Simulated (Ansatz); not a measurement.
**Energy of ZrC along an even scaling of the cell**

System: ZrC (4 atoms in the cell).
Method: Kohn-Sham DFT of a periodic cell, LDA, Ansatz PAW, no spin polarisation (Ansatz 0.2.0).

The 6 runs differ only in the geometry, by an even scaling of the cell at fixed fractional positions. The structure derives from a Materials Project entry.

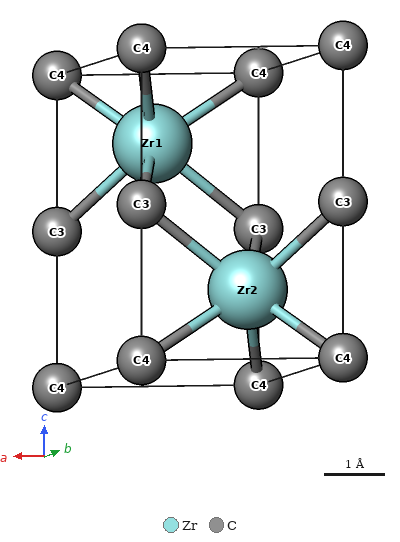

Figure 1. The structure of run 4 (ball-and-stick view of the cell of the calculation, seen at an oblique angle; atoms are numbered from 1 in the order of the input). An atom can appear more than once, as a periodic image.

**Input of run 4**
```yaml
crystal:
  lattice:
    - [3.3914762718, 0.0, 0.0]
    - [-1.6957381359, 2.9371046077, 0.0]
    - [0.0, 0.0, 5.290053]
  atoms:
    - { symbol: Zr, position: [0.6666666667, 0.3333333333, 0.75] }
    - { symbol: Zr, position: [0.3333333333, 0.6666666667, 0.25] }
    - { symbol: C, position: [0.0, 0.0, 0.5] }
    - { symbol: C, position: [0.0, 0.0, 0.0] }
hamiltonian:
  xc: lda
  pseudopotentials: { kind: paw }
kpoints:
  mp_grid: { grid: [9, 9, 5] }
scf:
  occupations: { method: fermi_dirac, width: 0.05 }
output:
  forces: true
  stress: true
  eigenvalues: true
```

Command:
```bash
ansatz run input.yaml --threads 2 --pin off --max-ram 5632MiB --backend cpu --events-out ev --progress --plain --runs-dir out
```

Run 2 differs from it as follows:
```diff
-    - [3.3914762718, 0.0, 0.0]
-    - [-1.6957381359, 2.9371046077, 0.0]
-    - [0.0, 0.0, 5.290053]
+    - [3.3456398925, 0.0, 0.0]
+    - [-1.6728199463, 2.8974091388, 0.0]
+    - [0.0, 0.0, 5.218557033]
```

**Results, with one run withheld**

| run | volume per atom (Å³) | free energy per atom, from the lowest run given (meV) | pressure (GPa) |
| --- | --- | --- | --- |
| 1 | 12.383 | 0.00 | 2.03 |
| 2 | 12.647 | ? | ? |
| 3 | 12.910 | 9.79 | −7.66 |
| 4 | 13.174 | 25.84 | −11.77 |
| 5 | 13.437 | 48.27 | −15.46 |
| 6 | 13.701 | 76.46 | −18.78 |

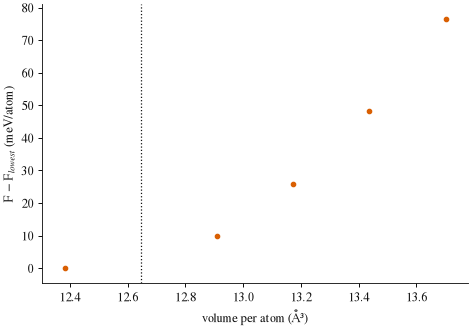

Figure 2. Free energy per atom of the runs given; the dotted line marks run 2.

Fit the runs given and predict run 2.

A cubic polynomial in V^(−2/3) (the Birch–Murnaghan form), fitted to the 5 runs given, misses them by at most 0.02 meV per atom. With x = V^(−2/3) − 0.17988 Å⁻², it reads F = 21.187 − 7358.1 x + 6.1619e+05 x² + 5.5801e+05 x³ (meV per atom). At run 2 it gives 0.90 meV per atom, and the run itself gives 0.90. The slope of the fit gives a pressure −dF/dV of −3.07 GPa there, and the run prints −3.07 GPa. The fit has its minimum at 12.486 Å³ per atom, where V d²F/dV² gives 247 GPa. Cell shape and fractional positions are held, so this is the stiffness under even scaling; the relaxed bulk modulus wasn't computed.

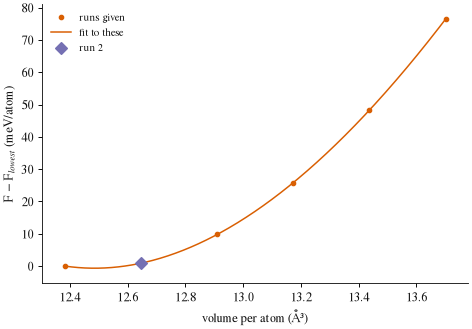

Figure 3. The fit and the withheld run.

**Output, shortened to warnings, some set-up lines, iterations and results (run 2)**
```
Basis set: ecut = 420 eV, 977 PW (Γ)
Symmetry: 24 space group operations
k-points: 36 of 405
Initial density: superposition of atomic densities (neutral atoms: chi_scale 0, normalization atom), corrected by the library's trained network
[...]
SCF iter   1: F=—  HF=-8643.997138 eV  |F-HF|=—  |Δ(HF+E_count)|=         —  Δρ=1.21e-2  dr2=8.07e-2  ethr=1.77e-3  ⟨swp⟩=4.7  Hψ=2944  notcnv=0
SCF iter   2: F=—  HF=-8643.980463 eV  |F-HF|=—  |Δ(HF+E_count)|=   1.67e-2  Δρ=5.14e-3  dr2=6.84e-3  ethr=2.52e-4  ⟨swp⟩=2.0  Hψ=1151  notcnv=0
SCF iter   3: F=—  HF=-8643.979277 eV  |F-HF|=—  |Δ(HF+E_count)|=   1.19e-3  Δρ=1.97e-3  dr2=9.96e-4  ethr=2.14e-5  ⟨swp⟩=1.4  Hψ=763  notcnv=0
SCF iter   4: F=—  HF=-8643.979049 eV  |F-HF|=—  |Δ(HF+E_count)|=   2.28e-4  Δρ=1.98e-4  dr2=1.63e-5  ethr=3.11e-6  ⟨swp⟩=2.4  Hψ=968  notcnv=0
SCF iter   5: F=—  HF=-8643.979044 eV  |F-HF|=—  |Δ(HF+E_count)|=   4.74e-6  Δρ=4.14e-5  dr2=7.87e-7  ethr=5.09e-8  ⟨swp⟩=2.0  Hψ=1293  notcnv=0
SCF iter   6: F=-8643.979044 eV  HF=-8643.979044 eV  |F-HF|=2.54e-9  |Δ(HF+E_count)|=   4.85e-8  Δρ=7.35e-6  dr2=2.13e-8  ethr=3.13e-10  ⟨swp⟩=5.1  Hψ=2784  notcnv=0
SCF 1 converged in 6 iterations: F = -8643.979044 eV  dr2 = 2.13e-8
SCF converged after 6 iterations
Free energy (F): -8643.979044 eV
Harris-Foulkes:  -8643.979044 eV  (|F-HF|=2.54e-9)
Internal energy: -8643.972596 eV  (E = F + TS)
E sigma→0 (E₀):  -8643.975820 eV
Entropy (-TS):   -0.006448 eV (-1.612 meV/atom)
Fermi energy:    15.301450 eV
--- Per-component energies (eV) ---
  E_band       = -87.697633
  E_kinetic    = 848.456409
  E_local      = -1180.214015  (includes V_loc(G=0)·N_el)
  E_nonlocal   = 220.113269
  E_hartree    = 354.189438
  E_xc         = -420.484045
  E_vxc        = -505.207532  (∫ρ·V_xc dr)
  E_paw        = -5879.590016  (= ΣΔE_a)
  E_vpaw       = -179.225722  (= ΣTr[D̂ρ^β])
  E_aug_tail   = 0.000070  (compensation charges beyond the density's cutoff)
  E_ewald      = -2587.310173
  E_core_change = 0.866467  (= ΣΔE_core)
  E_smearing   = -0.006448  (= −TS)
  E_closure    = -0.000000  (closes the sum)
  Σ components = -8643.979044   (vs F -8643.979044, Δ=0.00e0)
--- Forces (eV/Å), atoms counted from 1 ---
  atom   1  Zr     0.00000000    -0.00000000     0.00000000
  atom   2  Zr    -0.00000000     0.00000000    -0.00000000
  atom   3  C     -0.00000000     0.00000000     0.00000000
  atom   4  C      0.00000000     0.00000000    -0.00000000
  max |Σ_I F_I| component: 3.70e-17 eV/Å
--- Stress (GPa, compression-positive) ---
       -3.680720       0.000000      -0.000000
        0.000000      -3.680720       0.000000
       -0.000000       0.000000      -1.851937
  P = ⅓ Tr σ = -3.0711 GPa (-30.711 kbar)
```
